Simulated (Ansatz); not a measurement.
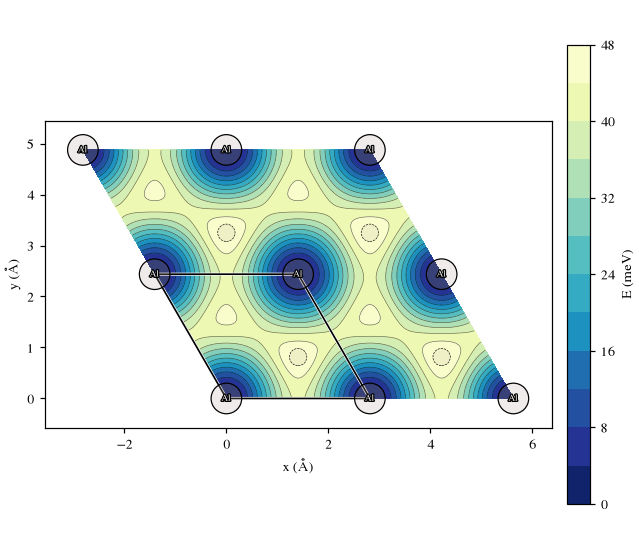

Energy landscape of H on an Al(001) slab cut from the P6_3/mmc phase, its upper half relaxed before the scan (36 atoms of substrate and one adsorbate in a 2 × 2 cell). H is moved over the surface cell at a fixed height above a rigid substrate; the origin of the map has the adsorbate above Al33; the height is held at 3.30 Å. Places are given modulo a cell vector. The map is drawn in real space over the plane of the surface. The grid has 6 × 6 points; 10 points were computed and 26 follow by symmetry. Places are given in fractions of the 1 × 1 surface cell. Energies: meV, counted from the lowest grid point. The runs have no spin polarisation, so an open-shell adsorbate far from the surface lies too high. At a fixed height the lowest place need not be the adsorption site. All numbers below come from DFT PBE+D3(BJ), scalar-relativistic, plane waves, PAW (Ansatz). Settings: cutoff 420 eV, k-mesh 6×6×1, gaussian smearing 0.1 eV, no spin polarisation.

In the figure: filled contours, labelled circles for the atoms of the top layer and small ones for the second layer, the outline of one cell of the 2 × 2 shown. Between grid points the surface is interpolated. 

Summarise what can be read from the map.

The lowest grid point is at the top site over a surface Al atom, (0/6, 0/6) of the cell vectors. It is the only kind of minimum in the scanned range. The highest grid point, a threefold hollow over a second-layer Al atom, (4/6, 2/6) of the cell vectors, lies 47.2 meV above the lowest. On the interpolated surface the easiest way out of the lowest well to its copy in the next cell or period passes a barrier of about 41 meV. At the lowest point the adsorbate has 1 Al at 3.30 Å as nearest neighbours, at the highest 3 Al at 3.68 Å.

Time for the 10 points that were run: 11 min on 2 threads of Intel(R) Xeon(R) Platinum 8488C (Sapphire Rapids), with other jobs on the host.

PAW datasets: the set soft_1.
